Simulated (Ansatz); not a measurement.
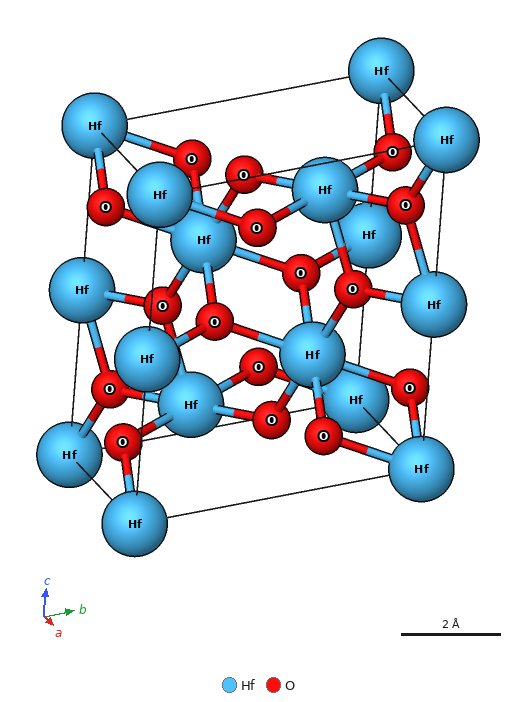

*The structure as given in the input (ball-and-stick view of the cell of the calculation, seen slightly off an axis).*

## HfO2: molecular dynamics (part 1 of 2)

- system: HfO2 (P4₂/mnm, 18 atoms in the cell)
- method: DFT PBEsol, scalar-relativistic, plane waves, PAW, no spin polarisation (Ansatz 0.2.0)

The structure derives from a Materials Project entry. It belongs to a series of runs on one base structure; here: dynamics (NVT, Langevin thermostat) at 2600 K, volume × 1.1.

Output
```
Warning: md: disabling space-group detection — thermal motion breaks the input geometry's symmetry, so no spatial operation reduces the k-mesh or symmetrises the density; time reversal is kept, so that k and −k are solved as one point where they differ and the mesh holds both, and exact exchange and, on two spinor components, a DFT+U term hold to it where the run has them: on two components no moment then forms, and a state that bears one, which a typed moment (crystal.atoms[].spin; refused beside efield: under a hybrid functional) reaches, can lie lower, under hf by electronvolts; crystal.symmetry.detect: false (a key that needs symmetry detection or time reversal refuses this as the deck is read) with time_reversal: false beside it drops time reversal too
Warning: output.stress: scf.convergence.dr2_threshold = 1e-7 eV (the SCF's general default) is looser than the 1.8e-9 eV advised for a printed stress (1e-10 eV for each atom of the cell: 18). What an SCF threshold leaves in a stress goes as its square root, and in the free energy as the threshold itself, and one threshold admits the most on a small cell: of the crystals measured, under no hybrid functional and no lock of the moments, on runs that ended without the residual-converged pass, on stresses that held no estimate of that error, the worst erred by over 100 MPa in a component at 1e-7 eV an atom and by under 5 at 1e-10. Set scf.convergence.dr2_threshold to 1.8e-9 eV or tighter. The threshold is an SCF's pass mark: one that does not reach it within its budget of iterations ends unconverged, or closes short of it on a stop that the run arms, and scf.convergence.dr2_threshold's page says what that costs each kind of run
band count auto-derived: 142 (N_el = 228.0; filled up to band 114; 137 by the electrons, moments and atoms)
Engine: ansatz 0.2.0, aarch64-unknown-linux-gnu
Pseudopotentials: kind: paw
Pseudopotential: Hf, paw, valence charge 26, recommended cutoff 420 eV (normal), Hf.paw.azcp
Pseudopotential: O, paw, valence charge 6, recommended cutoff 420 eV (normal), O.paw.azcp
Functional definition: PBEsol
  exchange = pbesol_x
  correlation = pbesol_c
Crystal: 18 atoms, lattice volume = 245.090 Å³
Basis set: ecut = 420 eV, 4763 PW (Γ), exchange–correlation on 80×80×108 points (8 copies of the dense FFT grid, shifted against one another)
Bands: 142, of which v1, the nominal top of the filled ones, is band 114 counted from 1 (113 counted from 0)
Symmetry: 1 space group operations
k-points: 4 of 8 (time reversal used)
Non-local potential: Hf, projectors of the file, l = 0: 3, l = 1: 2, l = 2: 2, l = 3: 3
Non-local potential: O, projectors of the file, l = 0: 2, l = 1: 2, l = 2: 1
PAW form: soft (Blöchl's): semilocal exchange-correlation on the pseudo side does not see the compensation charge
PAW frozen core: Hf, regenerated for the run's functional, and the local potential with it (the file was generated under x = pbe(κ = 0.804, μ = 0.2195149727645171), c = pbe(β = 0.06672455060314922))
PAW frozen core: O, regenerated for the run's functional, and the local potential with it (the file was generated under x = pbe(κ = 0.804, μ = 0.2195149727645171), c = pbe(β = 0.06672455060314922))
PAW one-centre angular grid: Hf, 590 points (default); XC on 64 Gauss nodes
PAW one-centre angular grid: O, 110 points (default); XC on 64 Gauss nodes
Initial density: superposition of atomic densities (neutral atoms: chi_scale 0, normalization atom), corrected by the library's trained network
Initial wavefunctions: pseudopotential atomic-orbital guess
Functional: x = pbesol(κ = 0.804, μ = 0.12345679012345678), c = pbesol(β = 0.046)
SCF iter   1: F=—  HF=-100349.682498 eV  |F-HF|=—  |Δ(HF+E_count)|=         —  Δρ=1.56e-2  dr2=4.97e-1  ethr=1.77e-3  ⟨swp⟩=4.8  Hψ=1861  notcnv=0
preconditioner: auto → Resta (q_TF=auto, 2.696 Å⁻¹)  ε∞=4.8  [insulator: Δε(μ)=3.928 eV  Ē_g=17.940 eV  σ=0.224 eV  W_gap=1.00  n_scr=82 (ndim 8)  ℏωp=34.9 eV  f_vac=0.105  D(μ)=0.00/eV (n_scr^D=0)  ε∞_Penn≈4.8]
SCF iter   2: F=—  HF=-100349.568671 eV  |F-HF|=—  |Δ(HF+E_count)|=   1.14e-1  Δρ=3.30e-3  dr2=1.60e-2  ethr=2.18e-4  ⟨swp⟩=2.2  Hψ=1001  notcnv=0
SCF iter   3: F=—  HF=-100349.566046 eV  |F-HF|=—  |Δ(HF+E_count)|=   2.62e-3  Δρ=1.30e-3  dr2=3.23e-3  ethr=7.00e-6  ⟨swp⟩=2.0  Hψ=909  notcnv=0
SCF iter   4: F=—  HF=-100349.566526 eV  |F-HF|=—  |Δ(HF+E_count)|=   4.79e-4  Δρ=4.61e-4  dr2=5.17e-4  ethr=1.42e-6  ⟨swp⟩=2.0  Hψ=803  notcnv=0
SCF iter   5: F=—  HF=-100349.566283 eV  |F-HF|=—  |Δ(HF+E_count)|=   2.43e-4  Δρ=1.37e-4  dr2=3.32e-5  ethr=2.27e-7  ⟨swp⟩=2.0  Hψ=1006  notcnv=0
SCF iter   6: F=—  HF=-100349.566203 eV  |F-HF|=—  |Δ(HF+E_count)|=   8.00e-5  Δρ=2.45e-5  dr2=1.38e-6  ethr=1.46e-8  ⟨swp⟩=2.0  Hψ=1017  notcnv=0
SCF iter   7: F=—  HF=-100349.566203 eV  |F-HF|=—  |Δ(HF+E_count)|=   4.53e-7  Δρ=1.45e-5  dr2=4.48e-7  ethr=6.07e-10  ⟨swp⟩=2.0  Hψ=940  notcnv=0
SCF iter   8: F=—  HF=-100349.566204 eV  |F-HF|=—  |Δ(HF+E_count)|=   6.26e-8  Δρ=7.83e-6  dr2=1.38e-7  ethr=1.96e-10  ⟨swp⟩=2.0  Hψ=921  notcnv=0
SCF iter   9: F=-100349.566204 eV  HF=-100349.566204 eV  |F-HF|=2.07e-9  |Δ(HF+E_count)|=   1.91e-8  Δρ=1.45e-6  dr2=8.69e-9  ethr=4.39e-11  ⟨swp⟩=4.0  Hψ=1925  notcnv=0
SCF 1 converged in 9 iterations: F = -100349.566204 eV  dr2 = 8.69e-9
  greatest PAW one-centre occupation: 0.999 electrons in one spin orbital (limit 2), on the Hf atom at site 0 (counted from 0), in its partial waves of l = 3
md step     0: t =     0.00 fs  T =  2455.6 K  F+E_penalty+E_count = -100349.56620358 eV  E_kin = 5.713292 eV  P_inst = -14.1840 GPa  (9 SCF iters)
Initial density: handed on by an earlier stage of this run
Initial wavefunctions: those handed on with the density
iter 1 solved again at ethr=1.45e-5 eV; its pass at ethr=3.10e-3 eV (dr2=3.30e-2 eV) is discarded
SCF iter   1: F=—  HF=-100349.503020 eV  |F-HF|=—  |Δ(HF+E_count)|=         —  Δρ=4.60e-3  dr2=3.32e-2  ethr=1.45e-5  ⟨swp⟩=1.0  Hψ=2774  notcnv=0
preconditioner: auto → Resta (q_TF=auto, 2.696 Å⁻¹)  ε∞=4.8  [insulator: Δε(μ)=4.083 eV  Ē_g=17.981 eV  σ=0.224 eV  W_gap=1.00  n_scr=82 (ndim 8)  ℏωp=34.9 eV  f_vac=0.101  D(μ)=0.00/eV (n_scr^D=0)  ε∞_Penn≈4.8]
SCF iter   2: F=—  HF=-100349.496961 eV  |F-HF|=—  |Δ(HF+E_count)|=   6.06e-3  Δρ=2.36e-3  dr2=8.89e-3  ethr=1.45e-5  ⟨swp⟩=1.0  Hψ=568  notcnv=0
SCF iter   3: F=—  HF=-100349.495490 eV  |F-HF|=—  |Δ(HF+E_count)|=   1.47e-3  Δρ=8.02e-4  dr2=1.39e-3  ethr=3.90e-6  ⟨swp⟩=2.0  Hψ=942  notcnv=0
SCF iter   4: F=—  HF=-100349.495114 eV  |F-HF|=—  |Δ(HF+E_count)|=   3.76e-4  Δρ=2.10e-4  dr2=1.14e-4  ethr=6.09e-7  ⟨swp⟩=2.0  Hψ=911  notcnv=0
SCF iter   5: F=—  HF=-100349.495104 eV  |F-HF|=—  |Δ(HF+E_count)|=   1.04e-5  Δρ=6.52e-5  dr2=1.07e-5  ethr=4.98e-8  ⟨swp⟩=2.0  Hψ=780  notcnv=0
SCF iter   6: F=—  HF=-100349.495018 eV  |F-HF|=—  |Δ(HF+E_count)|=   8.59e-5  Δρ=4.19e-5  dr2=3.96e-6  ethr=4.70e-9  ⟨swp⟩=2.0  Hψ=1008  notcnv=0
SCF iter   7: F=—  HF=-100349.495017 eV  |F-HF|=—  |Δ(HF+E_count)|=   7.49e-7  Δρ=1.02e-5  dr2=2.91e-7  ethr=1.74e-9  ⟨swp⟩=2.0  Hψ=1004  notcnv=0
SCF iter   8: F=—  HF=-100349.495017 eV  |F-HF|=—  |Δ(HF+E_count)|=   1.85e-7  Δρ=7.33e-6  dr2=1.15e-7  ethr=4.39e-11  ⟨swp⟩=5.0  Hψ=2105  notcnv=0
SCF iter   9: F=-100349.495017 eV  HF=-100349.495017 eV  |F-HF|=1.75e-9  |Δ(HF+E_count)|=   1.94e-8  Δρ=2.06e-6  dr2=9.61e-9  ethr=4.39e-11  ⟨swp⟩=4.8  Hψ=1850  notcnv=0
SCF 2 converged in 9 iterations: F = -100349.495017 eV  dr2 = 9.61e-9
  greatest PAW one-centre occupation: 0.999 electrons in one spin orbital (limit 2), on the Hf atom at site 1 (counted from 0), in its partial waves of l = 3
md step     1: t =     2.00 fs  T =  2262.8 K  F+E_penalty+E_count = -100349.49501716 eV  E_kin = 5.264845 eV  P_inst = -14.2691 GPa  (9 SCF iters)
[... from here on the SCF iterations and repeated set-up lines of each step are left out, up to the last step ...]
SCF 3 converged in 9 iterations: F = -100349.337741 eV  dr2 = 9.37e-9
md step     2: t =     4.00 fs  T =  2094.7 K  F+E_penalty+E_count = -100349.33774137 eV  E_kin = 4.873593 eV  P_inst = -14.0826 GPa  (9 SCF iters)
SCF 4 converged in 9 iterations: F = -100349.126572 eV  dr2 = 9.70e-9
md step     3: t =     6.00 fs  T =  1948.9 K  F+E_penalty+E_count = -100349.12657168 eV  E_kin = 4.534547 eV  P_inst = -13.7272 GPa  (9 SCF iters)
SCF 5 converged in 9 iterations: F = -100348.878720 eV  dr2 = 7.72e-9
md step     4: t =     8.00 fs  T =  1866.1 K  F+E_penalty+E_count = -100348.87871952 eV  E_kin = 4.341907 eV  P_inst = -13.2634 GPa  (9 SCF iters)
SCF 6 converged in 7 iterations: F = -100348.611457 eV  dr2 = 8.94e-9
md step     5: t =    10.00 fs  T =  1939.0 K  F+E_penalty+E_count = -100348.61145688 eV  E_kin = 4.511390 eV  P_inst = -12.7085 GPa  (7 SCF iters)
SCF 7 converged in 7 iterations: F = -100348.354198 eV  dr2 = 1.98e-8
md step     6: t =    12.00 fs  T =  1785.7 K  F+E_penalty+E_count = -100348.35419830 eV  E_kin = 4.154800 eV  P_inst = -12.4307 GPa  (7 SCF iters)
SCF 8 converged in 7 iterations: F = -100348.136985 eV  dr2 = 2.64e-8
md step     7: t =    14.00 fs  T =  1768.8 K  F+E_penalty+E_count = -100348.13698505 eV  E_kin = 4.115516 eV  P_inst = -12.0041 GPa  (7 SCF iters)
SCF 9 converged in 6 iterations: F = -100347.937101 eV  dr2 = 8.95e-8
md step     8: t =    16.00 fs  T =  1661.6 K  F+E_penalty+E_count = -100347.93710050 eV  E_kin = 3.866077 eV  P_inst = -11.6362 GPa  (6 SCF iters)
SCF 10 converged in 7 iterations: F = -100347.713280 eV  dr2 = 2.18e-8
md step     9: t =    18.00 fs  T =  1849.5 K  F+E_penalty+E_count = -100347.71328039 eV  E_kin = 4.303182 eV  P_inst = -10.9298 GPa  (7 SCF iters)
SCF 11 converged in 9 iterations: F = -100347.501056 eV  dr2 = 5.44e-9
md step    10: t =    20.00 fs  T =  1755.9 K  F+E_penalty+E_count = -100347.50105610 eV  E_kin = 4.085508 eV  P_inst = -10.4774 GPa  (9 SCF iters)
SCF 12 converged in 7 iterations: F = -100347.324184 eV  dr2 = 2.09e-8
md step    11: t =    22.00 fs  T =  1799.2 K  F+E_penalty+E_count = -100347.32418368 eV  E_kin = 4.186071 eV  P_inst = -9.8071 GPa  (7 SCF iters)
SCF 13 converged in 7 iterations: F = -100347.128921 eV  dr2 = 1.22e-8
md step    12: t =    24.00 fs  T =  1710.5 K  F+E_penalty+E_count = -100347.12892070 eV  E_kin = 3.979750 eV  P_inst = -9.2941 GPa  (7 SCF iters)
SCF 14 converged in 7 iterations: F = -100346.912142 eV  dr2 = 1.85e-8
md step    13: t =    26.00 fs  T =  1595.4 K  F+E_penalty+E_count = -100346.91214240 eV  E_kin = 3.711884 eV  P_inst = -8.8962 GPa  (7 SCF iters)
SCF 15 converged in 7 iterations: F = -100346.704789 eV  dr2 = 3.10e-8
md step    14: t =    28.00 fs  T =  1389.7 K  F+E_penalty+E_count = -100346.70478906 eV  E_kin = 3.233321 eV  P_inst = -8.6695 GPa  (7 SCF iters)
SCF 16 converged in 7 iterations: F = -100346.519742 eV  dr2 = 3.76e-8
md step    15: t =    30.00 fs  T =  1653.9 K  F+E_penalty+E_count = -100346.51974196 eV  E_kin = 3.848113 eV  P_inst = -8.0401 GPa  (7 SCF iters)
SCF 17 converged in 7 iterations: F = -100346.290778 eV  dr2 = 1.80e-8
md step    16: t =    32.00 fs  T =  1968.8 K  F+E_penalty+E_count = -100346.29077810 eV  E_kin = 4.580662 eV  P_inst = -7.2838 GPa  (7 SCF iters)
SCF 18 converged in 7 iterations: F = -100346.039064 eV  dr2 = 3.74e-8
md step    17: t =    34.00 fs  T =  1660.9 K  F+E_penalty+E_count = -100346.03906430 eV  E_kin = 3.864497 eV  P_inst = -7.2756 GPa  (7 SCF iters)
SCF 19 converged in 7 iterations: F = -100345.813318 eV  dr2 = 1.91e-8
md step    18: t =    36.00 fs  T =  1756.9 K  F+E_penalty+E_count = -100345.81331766 eV  E_kin = 4.087713 eV  P_inst = -7.0860 GPa  (7 SCF iters)
SCF 20 converged in 7 iterations: F = -100345.561423 eV  dr2 = 3.40e-8
md step    19: t =    38.00 fs  T =  1575.2 K  F+E_penalty+E_count = -100345.56142285 eV  E_kin = 3.664876 eV  P_inst = -7.1605 GPa  (7 SCF iters)
SCF 21 converged in 9 iterations: F = -100345.310461 eV  dr2 = 1.13e-8
md step    20: t =    40.00 fs  T =  1545.4 K  F+E_penalty+E_count = -100345.31046096 eV  E_kin = 3.595649 eV  P_inst = -7.2396 GPa  (9 SCF iters)
SCF 22 converged in 7 iterations: F = -100345.187543 eV  dr2 = 4.56e-8
md step    21: t =    42.00 fs  T =  1789.3 K  F+E_penalty+E_count = -100345.18754310 eV  E_kin = 4.163220 eV  P_inst = -7.4638 GPa  (7 SCF iters)
SCF 23 converged in 7 iterations: F = -100345.203523 eV  dr2 = 8.07e-8
md step    22: t =    44.00 fs  T =  2094.3 K  F+E_penalty+E_count = -100345.20352314 eV  E_kin = 4.872756 eV  P_inst = -7.8488 GPa  (7 SCF iters)
SCF 24 converged in 7 iterations: F = -100345.211929 eV  dr2 = 2.23e-8
md step    23: t =    46.00 fs  T =  2013.7 K  F+E_penalty+E_count = -100345.21192945 eV  E_kin = 4.685187 eV  P_inst = -8.4910 GPa  (7 SCF iters)
SCF 25 converged in 7 iterations: F = -100345.210296 eV  dr2 = 5.30e-8
md step    24: t =    48.00 fs  T =  1895.7 K  F+E_penalty+E_count = -100345.21029552 eV  E_kin = 4.410664 eV  P_inst = -8.9319 GPa  (7 SCF iters)
SCF 26 converged in 7 iterations: F = -100345.164956 eV  dr2 = 1.74e-8
md step    25: t =    50.00 fs  T =  1765.4 K  F+E_penalty+E_count = -100345.16495601 eV  E_kin = 4.107616 eV  P_inst = -9.1822 GPa  (7 SCF iters)
iter 1 solved again at ethr=1.56e-5 eV; its pass at ethr=3.10e-3 eV (dr2=3.55e-2 eV) is discarded
SCF iter   1: F=—  HF=-100345.014847 eV  |F-HF|=—  |Δ(HF+E_count)|=         —  Δρ=4.86e-3  dr2=3.56e-2  ethr=1.56e-5  ⟨swp⟩=1.0  Hψ=2661  notcnv=0
preconditioner: auto → Resta (q_TF=auto, 2.696 Å⁻¹)  ε∞=4.8  [insulator: Δε(μ)=3.562 eV  Ē_g=17.776 eV  σ=0.224 eV  W_gap=1.00  n_scr=82 (ndim 8)  ℏωp=34.9 eV  f_vac=0.092  D(μ)=0.01/eV (n_scr^D=0)  ε∞_Penn≈4.8]
SCF iter   2: F=—  HF=-100345.008468 eV  |F-HF|=—  |Δ(HF+E_count)|=   6.38e-3  Δρ=2.52e-3  dr2=9.31e-3  ethr=1.56e-5  ⟨swp⟩=1.0  Hψ=568  notcnv=0
SCF iter   3: F=—  HF=-100345.007132 eV  |F-HF|=—  |Δ(HF+E_count)|=   1.34e-3  Δρ=9.78e-4  dr2=2.08e-3  ethr=4.08e-6  ⟨swp⟩=2.0  Hψ=924  notcnv=0
SCF iter   4: F=—  HF=-100345.006517 eV  |F-HF|=—  |Δ(HF+E_count)|=   6.15e-4  Δρ=2.38e-4  dr2=1.46e-4  ethr=9.14e-7  ⟨swp⟩=2.0  Hψ=1004  notcnv=0
SCF iter   5: F=—  HF=-100345.006498 eV  |F-HF|=—  |Δ(HF+E_count)|=   1.91e-5  Δρ=9.67e-5  dr2=2.25e-5  ethr=6.41e-8  ⟨swp⟩=2.0  Hψ=852  notcnv=0
SCF iter   6: F=—  HF=-100345.006544 eV  |F-HF|=—  |Δ(HF+E_count)|=   4.63e-5  Δρ=5.03e-5  dr2=5.96e-6  ethr=9.85e-9  ⟨swp⟩=2.0  Hψ=928  notcnv=0
SCF iter   7: F=—  HF=-100345.006544 eV  |F-HF|=—  |Δ(HF+E_count)|=   3.44e-7  Δρ=1.43e-5  dr2=5.85e-7  ethr=2.61e-9  ⟨swp⟩=2.0  Hψ=884  notcnv=0
SCF iter   8: F=—  HF=-100345.006544 eV  |F-HF|=—  |Δ(HF+E_count)|=   2.09e-7  Δρ=1.19e-5  dr2=3.13e-7  ethr=4.39e-11  ⟨swp⟩=5.0  Hψ=2108  notcnv=0
SCF iter   9: F=-100345.006544 eV  HF=-100345.006544 eV  |F-HF|=2.15e-9  |Δ(HF+E_count)|=   6.55e-8  Δρ=1.80e-6  dr2=9.80e-9  ethr=4.39e-11  ⟨swp⟩=3.0  Hψ=2265  notcnv=0
SCF 27 converged in 9 iterations: F = -100345.006544 eV  dr2 = 9.80e-9
md step    26: t =    52.00 fs  T =  2087.4 K  F+E_penalty+E_count = -100345.00654415 eV  E_kin = 4.856720 eV  P_inst = -8.7809 GPa  (9 SCF iters)
```

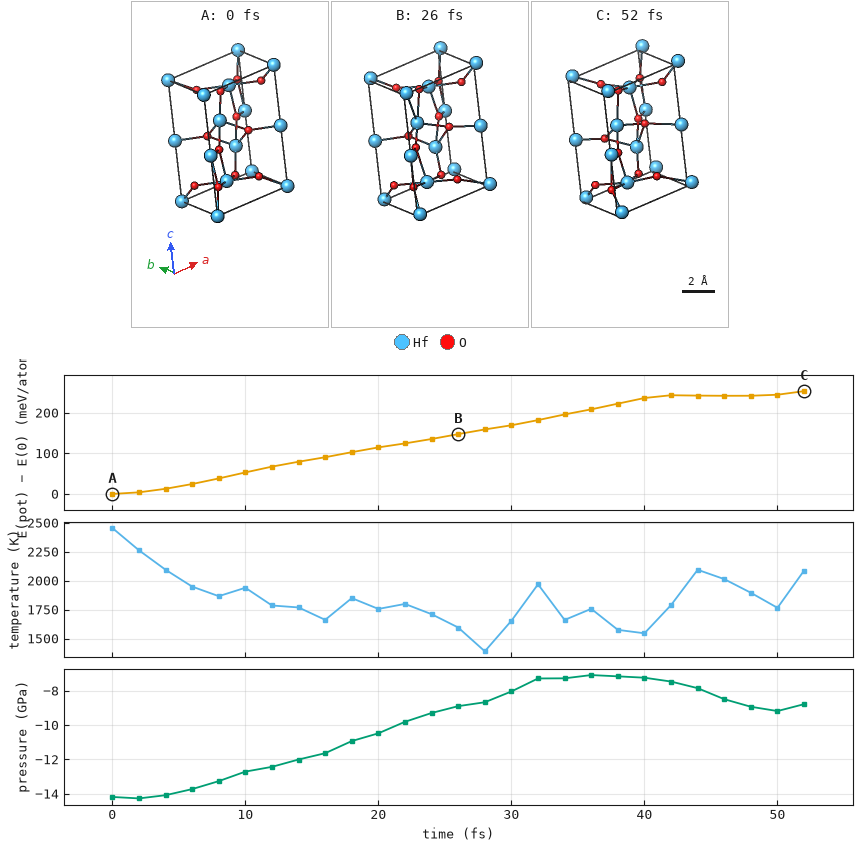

*Frames of the molecular dynamics (ball-and-stick, simulation cell, seen slightly off an axis) above the curves, on which the letters mark them.*

The trajectory kept here has 27 frames over 52 fs. The temperature starts at 2456 K, ranges from 1390 to 2456 K and averages 1771 K over the second half. The potential energy ends 253.3 meV/atom above its first value. With the common drift removed, the root-mean-square displacement is 0.29 Å, and O13 has moved furthest (0.56 Å).

```
SCF converged after 9 iterations
Free energy (F): -100345.006544 eV
Harris-Foulkes:  -100345.006544 eV  (|F-HF|=2.15e-9)
Internal energy: -100345.001803 eV  (E = F + TS)
E sigma→0 (E₀):  -100345.004173 eV
Entropy (-TS):   -0.004742 eV (-0.263 meV/atom)
Fermi energy:    12.841502 eV
--- Per-component energies (eV) ---
  E_band       = -732.828482
  E_kinetic    = 4590.368940
  E_local      = -40627.100074  (includes V_loc(G=0)·N_el)
  E_nonlocal   = -6846.257378
  E_hartree    = 18370.305235
  E_xc         = -2646.470136
  E_vxc        = -2699.295161  (∫ρ·V_xc dr)
  E_paw        = -42664.236426  (= ΣΔE_a)
  E_vpaw       = 8108.813820  (= ΣTr[D̂ρ^β])
  E_aug_tail   = 0.029300  (compensation charges beyond the density's cutoff)
  E_ewald      = -30529.571270
  E_core_change = 7.930004  (= ΣΔE_core)
  E_smearing   = -0.004742  (= −TS)
  E_closure    = 0.000000  (closes the sum)
  Σ components = -100345.006544   (vs F -100345.006544, Δ=0.00e0)
```
